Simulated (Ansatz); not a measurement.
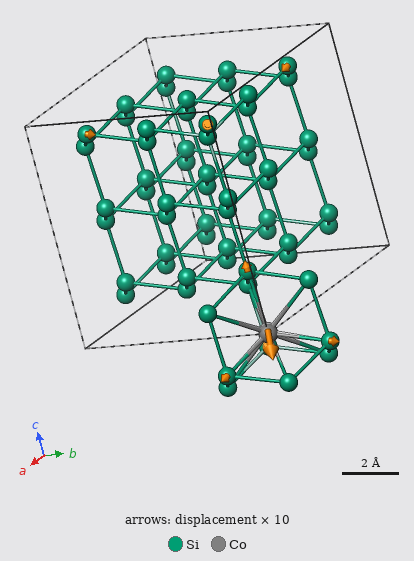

This is a relaxation of a defect cell of composition CoSi54. The starting structure is drawn faded, the final one solid; orange arrows show the displacements, 10 times their true length.

A ball-and-stick model of the cell of the calculation, seen slightly off an axis.

Case: Co interstitial, charge +0, atoms relaxed.

Method: DFT PBE, scalar-relativistic, plane waves, PAW (Ansatz 0.2.0). Settings: plane-wave cutoff 420 eV; k-point mesh 2 × 2 × 2; occupations gaussian; smearing width 0.02 eV; collinear spin; atoms relaxed in a fixed cell; force threshold 0.02 eV/Å; at most 60 steps.

### Which element moves most?

Cobalt: up to 0.13 Å, against 0.04 Å for silicon.

### Describe the change and its energy.

The atom that moves furthest is the Co atom (0.13 Å along [2 1 −2]). Largest moves by element: Co 0.13 Å, Si 0.04 Å. The lattice vectors keep their values. Among the contacts that change: Co–Si 2.871 → 2.726 Å, Co–Si 2.270 → 2.408 Å, Co–Si 2.600 → 2.720 Å, Co–Si 2.317 → 2.410 Å. Among the angles between lasting bonds that change: Si–Si–Co 73.5° → 69.4°, Si–Si–Co 72.3° → 69.3°, Si–Si–Co 177.0° → 179.9°. After 6 geometry steps the energy has fallen by 70.2 meV per cell of the calculation. Largest force component: 0.54 eV/Å at the start, 0.0044 eV/Å at the end. The run took 11 min on 8 threads of AMD EPYC 7R43 64-Core Processor (Zen 3), on a shared host, peak memory 8.8 GiB.
